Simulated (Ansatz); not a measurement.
System: bcc Au, space group Im-3m (No. 229), 1 atom in the primitive cell.

Space group Im-3m (No. 229). a = 3.315 Å, b = 3.315 Å, c = 3.315 Å, α = 90.00°, β = 90.00°, γ = 90.00°
```
atom  site  symmetry       x       y       z
  Au    2a      m-3m  0.0000  0.0000  0.0000
```

Ansatz 0.2.0; revPBE, Ansatz PAW, no spin polarisation, no spin-orbit coupling, 11×11×11 k mesh, 420 eV cutoff, Fermi-Dirac smearing of 0.05 eV.

Predict the main features of the band structure. The path is Γ–H–N–Γ–P–H|P–N.

A metal: 1 band crosses the Fermi level along this path. Bands cross the Fermi level on Γ–H, H–N, Γ–P and P–N, and not on N–Γ and P–H. At P the nearest levels lie 2.46 eV below and 2.84 eV above the Fermi level.

Spin-orbit coupling is left out, which matters for Au. The PAW data sets were made with another functional. The k mesh is thin for a metal, so its Fermi level is uncertain. This isn't the form of Au at room conditions, which is fcc.

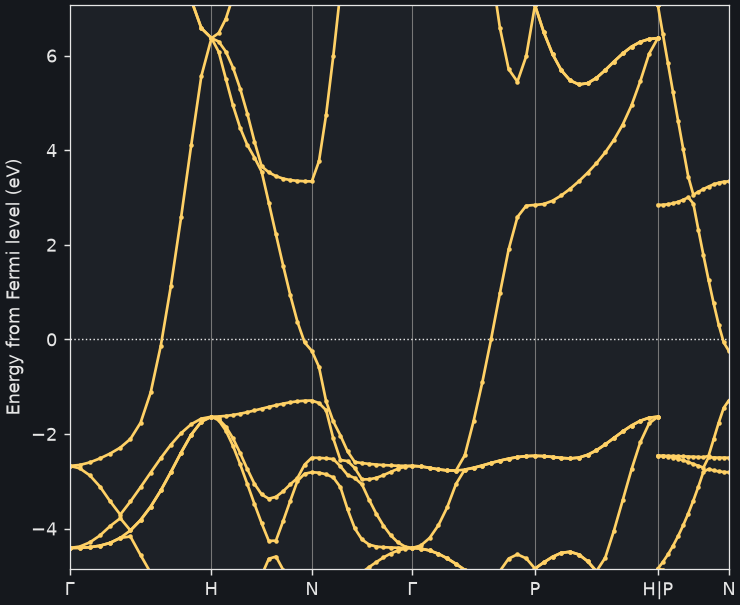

Band structure. Energies are counted from the Fermi level.
